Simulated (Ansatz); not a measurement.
## A series of single points on Ca

System: Ca (I4/mmm, 1 atom in the cell).
Method: DFT PBEsol, scalar-relativistic, plane waves, PAW, no spin polarisation (Ansatz 0.2.0).

The 5 runs differ only in the geometry, by a strain of the cell at fixed fractional positions. Against run 3, the strain is εxx = η and εyy = η. The structure derives from an entry of the Crystallography Open Database.

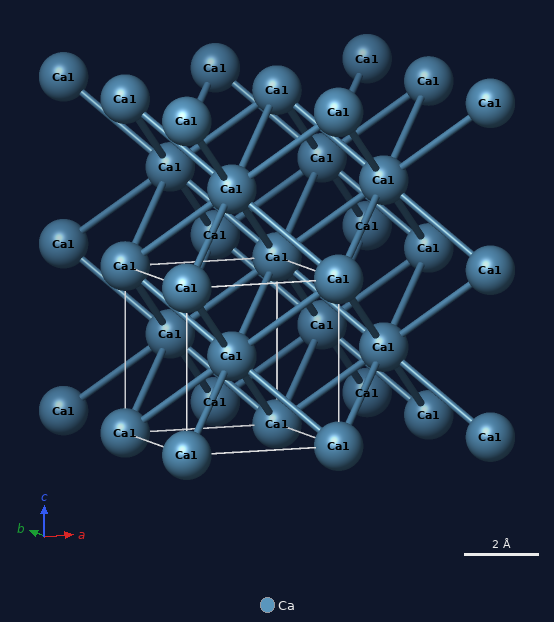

Figure 1. The structure of run 3 (ball-and-stick view of the cell 2 times as large as that of the calculation, set on its symmetry axes, repeated 2 × 2 × 2, seen slightly off an axis; atoms are numbered from 1 in the order of the input). An atom can appear more than once, as a periodic image.

## Input of run 3
```yaml
crystal:
  lattice:
    - [-2.24, 2.24, 2.3072]
    - [2.24, -2.24, 2.3072]
    - [2.24, 2.24, -2.3072]
  atoms:
    - { symbol: Ca, position: [0.0, 0.0, 0.0] }
basis:
  ecutwfc: 420
kpoints:
  mp_grid: { grid: [16, 16, 16] }
hamiltonian:
  xc: pbesol
scf:
  occupations: { method: gaussian, width: 0.15 }
output:
  forces: true
  stress: true
  eigenvalues: true
```

Command:
```bash
ansatz run input.yaml --threads 1 --pin off --max-ram 2560MiB --backend cpu --events-out ev --progress --plain --runs-dir out
```

Run 2 differs from it as follows:
```diff
-    - [-2.24, 2.24, 2.3072]
-    - [2.24, -2.24, 2.3072]
-    - [2.24, 2.24, -2.3072]
+    - [-2.2064, 2.2064, 2.3072]
+    - [2.2064, -2.2064, 2.3072]
+    - [2.2064, 2.2064, -2.3072]
```

## Results, with one run withheld

| run | strain parameter η (%) | free energy per atom, from the lowest run given (meV) | pressure (GPa) |
| --- | --- | --- | --- |
| 1 | −3.0000 | 0.00 | −1.15 |
| 2 | −1.5000 | ? | ? |
| 3 | 0.0000 | 26.87 | −1.90 |
| 4 | 1.5000 | 44.94 | −2.21 |
| 5 | 3.0000 | 65.80 | −2.48 |

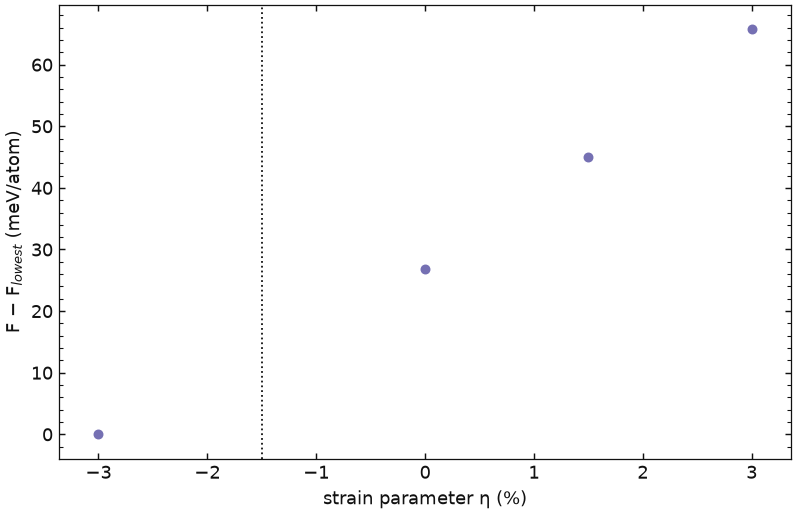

Figure 2. Free energy per atom of the runs given; the dotted line marks run 2.

Estimate the energy of run 2 from the others.

A quadratic polynomial in the coordinate, fitted to the 4 runs given, misses them by at most 0.07 meV per atom. With x = η − 0.3750, it reads F = 31.127 + 11.471 x + 0.66545 x² (meV per atom). At run 2 it gives 11.96 meV per atom, and the run itself gives 11.81. The fit has no minimum inside this range.

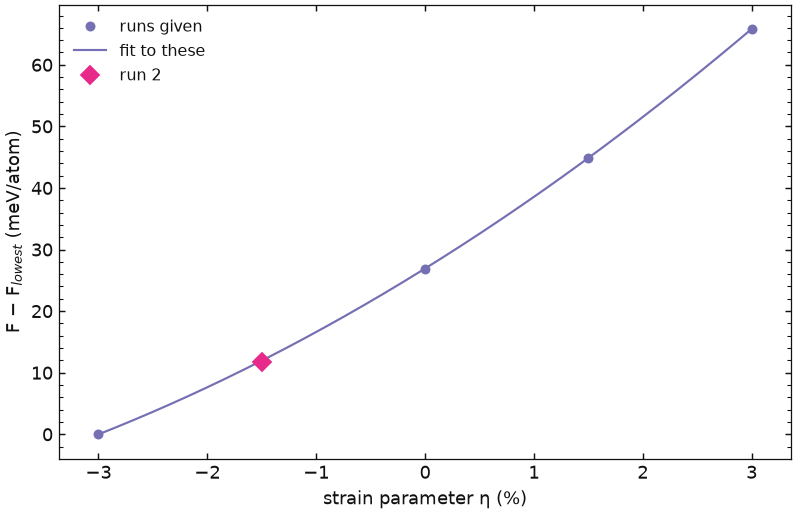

Figure 3. The fit and the withheld run.

## Output, shortened to warnings, some set-up lines, iterations and results (run 2)
```
Basis set: ecut = 420 eV, 911 PW (Γ), exchange–correlation on 54×54×54 points (8 copies of the dense FFT grid, shifted against one another)
Symmetry: 16 space group operations
k-points: 349 of 4096
Initial density: superposition of atomic densities (neutral atoms: chi_scale 0, normalization atom), corrected by the library's trained network
[...]
SCF iter   1: F=—  HF=-1793.703423 eV  |F-HF|=—  |Δ(HF+E_count)|=         —  Δρ=2.28e-3  dr2=2.48e-3  ethr=1.77e-3  ⟨swp⟩=5.7  Hψ=25233  notcnv=0
SCF iter   2: F=—  HF=-1793.702733 eV  |F-HF|=—  |Δ(HF+E_count)|=   6.90e-4  Δρ=1.05e-3  dr2=5.93e-4  ethr=2.48e-5  ⟨swp⟩=2.0  Hψ=7208  notcnv=0
SCF iter   3: F=—  HF=-1793.702513 eV  |F-HF|=—  |Δ(HF+E_count)|=   2.20e-4  Δρ=2.43e-4  dr2=3.58e-5  ethr=5.93e-6  ⟨swp⟩=2.8  Hψ=5083  notcnv=0
SCF iter   4: F=—  HF=-1793.702504 eV  |F-HF|=—  |Δ(HF+E_count)|=   8.80e-6  Δρ=4.56e-5  dr2=8.08e-7  ethr=3.58e-7  ⟨swp⟩=2.1  Hψ=3776  notcnv=0
SCF iter   5: F=-1793.702505 eV  HF=-1793.702505 eV  |F-HF|=1.35e-8  |Δ(HF+E_count)|=   7.90e-8  Δρ=1.14e-5  dr2=9.42e-8  ethr=8.08e-9  ⟨swp⟩=2.1  Hψ=3870  notcnv=0
SCF iter   6: F=-1793.702505 eV  HF=-1793.702505 eV  |F-HF|=5.47e-10  |Δ(HF+E_count)|=   5.28e-9  Δρ=1.24e-6  dr2=3.76e-10  ethr=9.42e-10  ⟨swp⟩=2.4  Hψ=10811  notcnv=0
SCF 1 converged in 6 iterations: F = -1793.702505 eV  dr2 = 3.76e-10
SCF converged after 6 iterations
Free energy (F): -1793.702505 eV
Harris-Foulkes:  -1793.702505 eV  (|F-HF|=5.47e-10)
Internal energy: -1793.684943 eV  (E = F + TS)
E sigma→0 (E₀):  -1793.693724 eV
Entropy (-TS):   -0.017561 eV (-17.561 meV/atom)
Fermi energy:    4.502045 eV
--- Per-component energies (eV) ---
  E_band       = -180.365006
  E_kinetic    = 274.531668
  E_local      = -867.759303  (includes V_loc(G=0)·N_el)
  E_nonlocal   = 64.575349
  E_hartree    = 290.360175
  E_xc         = -133.866704
  E_vxc        = -167.685868  (∫ρ·V_xc dr)
  E_paw        = -836.668704  (= ΣΔE_a)
  E_vpaw       = -64.747235  (= ΣTr[D̂ρ^β])
  E_aug_tail   = -0.000006  (compensation charges beyond the density's cutoff)
  E_ewald      = -584.976213
  E_core_change = 0.118794  (= ΣΔE_core)
  E_smearing   = -0.017561  (= −TS)
  E_closure    = -0.000000  (closes the sum)
  Σ components = -1793.702505   (vs F -1793.702505, Δ=0.00e0)
--- Forces (eV/Å), atoms counted from 1 ---
  atom   1  Ca     0.00000000     0.00000000     0.00000000
  max |Σ_I F_I| component: 3.94e-31 eV/Å
--- Stress (GPa, compression-positive) ---
       -1.578515      -0.000000      -0.000000
       -0.000000      -1.578515      -0.000000
       -0.000000      -0.000000      -1.479099
  P = ⅓ Tr σ = -1.5454 GPa (-15.454 kbar)
```
